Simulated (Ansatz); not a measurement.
# MgI$_{2}$: what the fields show

Input file:

```
crystal:
  lattice:
    - [4.1537001214, 0.0, 0.0]
    - [-2.0768500607, 3.5972098248, 0.0]
    - [0.0, 0.0, 6.862]
  atoms:
    - { symbol: Mg, position: [-0.0208494927, -0.0416989854, 0.0] }
    - { symbol: I, position: [0.3333333333, 0.6666666667, 0.75763] }
    - { symbol: I, position: [0.6666666667, 0.3333333333, 0.24237] }
basis:
  ecutwfc: 420
kpoints:
  mp_grid: { grid: [6, 6, 4] }
hamiltonian:
  xc: pbe
scf:
  occupations: { method: gaussian, width: 0.05 }
output:
  forces: true
  stress: true
  eigenvalues: true
  write_density: true
  write_potential: true
  elf: true
  volumetric_format: npy
```

Run with:

```sh
ansatz run input.yaml --threads 1 --pin off --max-ram 2560MiB --backend cpu --events-out ev --progress --plain --runs-dir out
```

Below, planes, directions and counts refer to the conventional cell (a = 7.19 Å, b = 4.15 Å, c = 6.86 Å, α = 90.00°, β = 90.00°, γ = 90.00°).

Space group Cm; changed on purpose from its base cell (atom 1 (Mg) moved by (-0.150, +0.000) A along y and z); not relaxed (largest force 0.4 eV/Å).

All numbers below come from DFT PBE, scalar-relativistic, plane waves, PAW (Ansatz).

The density is the valence pseudo-density of a PAW calculation; it isn't the true density close to the nuclei.

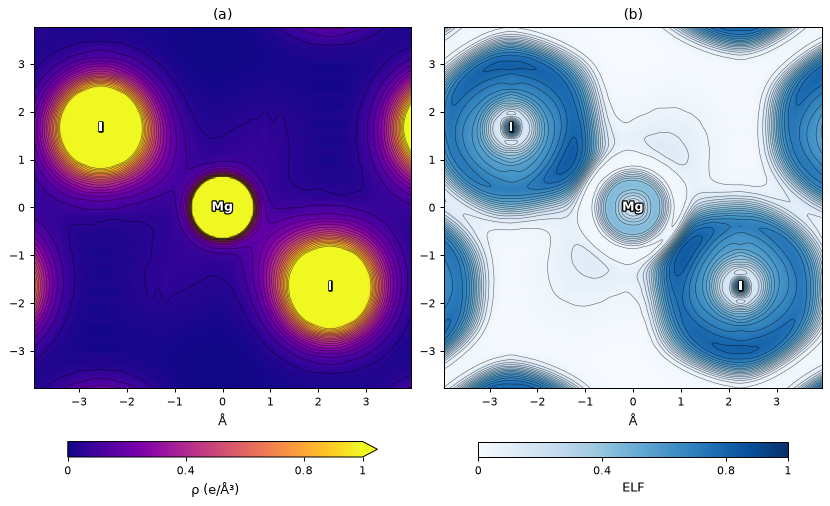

Figure 1. (a) valence charge density (pseudo); (b) ELF on the (010) plane of the conventional cell.

What does the map show?

Atoms in the plane: Mg and I.
Mg–I (2.80 Å): ρ is about 0.32 e/Å³ halfway; the ELF peaks at about 0.85 in the valence shell of I, 1.3 Å from its nucleus, and falls to about 0.05 next to Mg: a closed-shell, largely ionic contact.
Mg–I (3.04 Å): ρ is about 0.21 e/Å³ halfway, with its minimum of 0.11 e/Å³ about 1.1 Å from Mg; the ELF peaks at about 0.80 in the valence shell of I, 1.4 Å from its nucleus, and falls to about 0.05 next to Mg: a closed-shell, largely ionic contact.
Between the atoms the lowest density in this plane is 0.005 e/Å³.

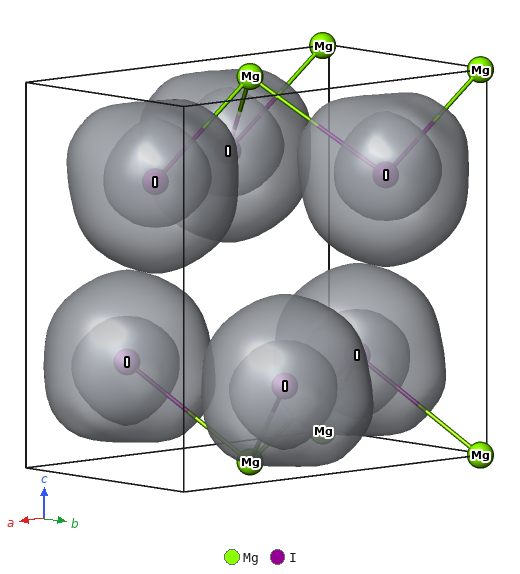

Figure 2. Isosurface of the ELF at 0.65 (grey), seen at an oblique angle. Only the valence region is drawn (cores and ρ < 0.01 e/Å³ removed). Sticks mark near contacts.

Where are the electrons localised?

The ELF exceeds this value in four regions wrapped around I (the valence shell of each), counted in one cell of 6 atoms. Regions shared between cells count once.


 Mg–I (2.86 Å): the ELF peaks at about 0.85 in the valence shell of I, 1.4 Å from its nucleus, and falls to about 0.05 next to Mg; an ionic contact with no shared pair.

Does the calculation make it a metal, or give it a gap?

It is gapped, with a Kohn–Sham gap of 3.5 eV on the k-point mesh, an upper bound to the gap of this method.
